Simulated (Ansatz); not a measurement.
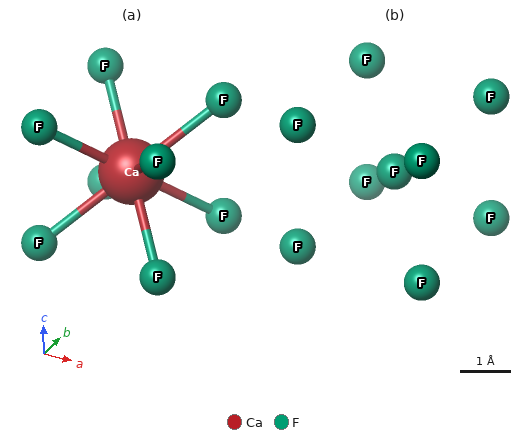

Left: perfect CaF₂. Right: the same region with one point defect, after relaxing the atoms in a supercell of 48 sites. Style: ball-and-stick. Shown: the atoms within 3.3 Å of one point, from a free direction.

These are results of DFT PBE, scalar-relativistic, plane waves, PAW (Ansatz), not measurements. (plane-wave cutoff 420 eV; k-point mesh 2 × 2 × 2; occupations gaussian; smearing width 0.01 eV; mesh shifted by (0.5, 0.5, 0.5); no spin polarisation) The cell is small and the k-mesh coarse, so the numbers are rough. A uniform background neutralises the charged cell. The axes drawn are those of the host's conventional cell.

Which defect is it?

A calcium atom is replaced by fluorine.

The charge state of the cell is +1.

How does the lattice respond?

In the host the Ca atom has 8 F at 2.39 Å; the F atom ends with 8 F at 2.51 Å. Of the host's atoms, a fluorine atom moves furthest from its site, by 0.12 Å.
